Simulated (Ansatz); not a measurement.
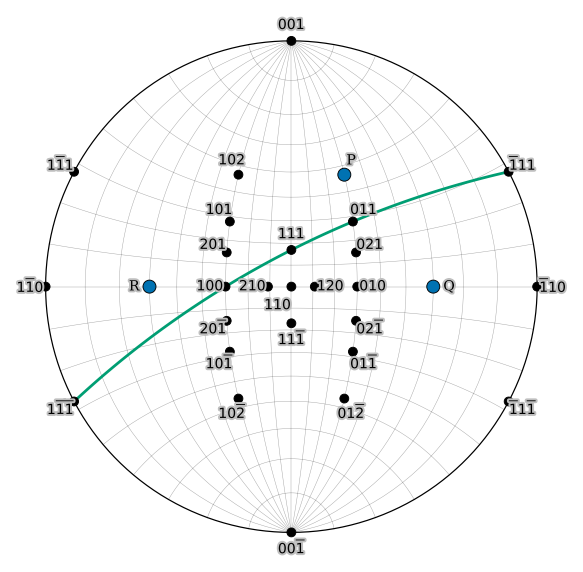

Stereographic projection of plane normals (upper hemisphere) centred on (1 1 0). Crystal: Ca, a calculation's input that goes back to an entry of the Crystallography Open Database (an earlier step may have relaxed or displaced it). Geometry calculated from the standardised cell; symmetry tolerance 0.002 Å.

a = 3.980 Å, b = 3.980 Å, c = 6.520 Å, α = 90.00°, β = 90.00°, γ = 120.00°.

### Index the poles marked P, Q, R.

P is (0 1 2), in four indices (0 1 −1 2), 53.5° from the centre; Q is (−1 2 0), in four indices (−1 2 −1 0), 60.0° from the centre; R is (2 −1 0), in four indices (2 −1 −1 0), 60.0° from the centre.

### Which zone does the coloured great circle trace?

The zone [0 1 −1]: its poles satisfy k − l = 0.

### What is the angle between the normals of (1 0 2) and (1 1 1), and what are their d_hkl = 1/|g|?

38.6°; d = 2.368 Å and 1.903 Å.
